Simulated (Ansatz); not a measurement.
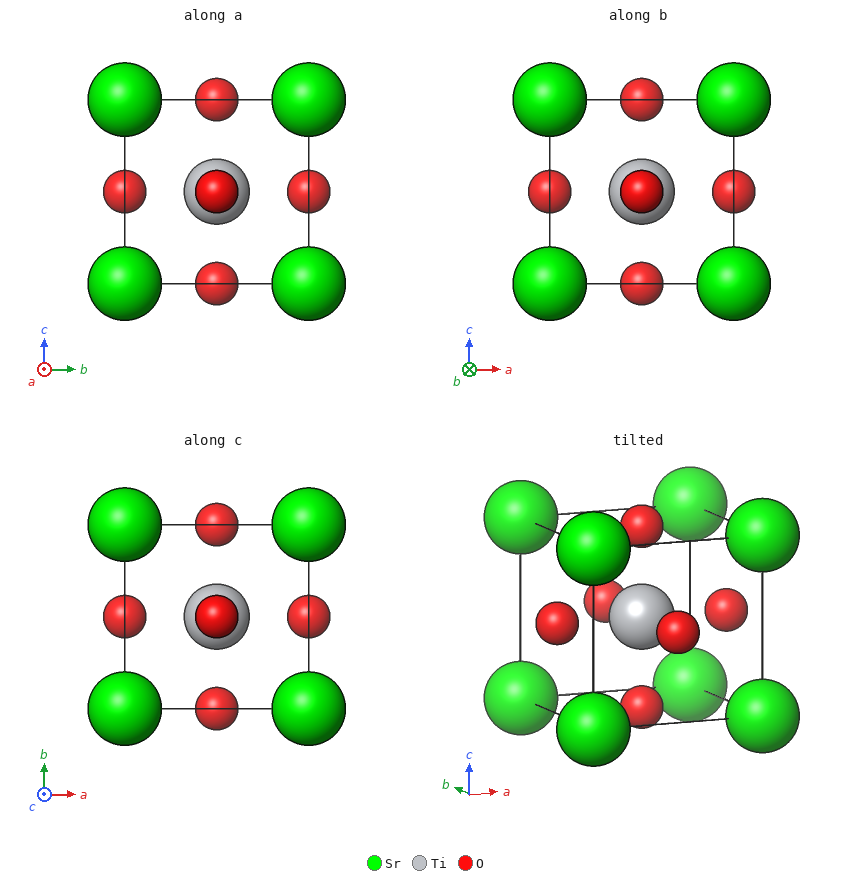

A spheres-only rendering, viewed along the a axis, along the b axis, along the c axis and slightly off an axis. The lines enclose the conventional unit cell; boundary atoms appear with their images.

Lattice parameters: a = 3.9069 Å, b = 3.9069 Å, c = 3.9069 Å, α = 90.000°, β = 90.000°, γ = 90.000°.

**From the views, write a CIF with its space group and independent sites.**

```cif
data_structure
_symmetry_space_group_name_H-M 'P m -3 m'
_symmetry_Int_Tables_number 221
_cell_length_a 3.9069
_cell_length_b 3.9069
_cell_length_c 3.9069
_cell_angle_alpha 90.000
_cell_angle_beta 90.000
_cell_angle_gamma 90.000
_cell_volume 59.63
loop_
_atom_site_label
_atom_site_type_symbol
_atom_site_symmetry_multiplicity
_atom_site_Wyckoff_symbol
_atom_site_fract_x
_atom_site_fract_y
_atom_site_fract_z
_atom_site_occupancy
Sr1 Sr 1 a 0.0000 0.0000 0.0000 1
Ti1 Ti 1 b 0.5000 0.5000 0.5000 1
O1 O 3 c 0.5000 0.5000 0.0000 1
```

The structure comes from a structure type filled with these elements by a generator (whether the compound takes this form wasn't checked). Earlier steps of the study may have refined or changed the cell and positions. A calculation with Ansatz used it as input.
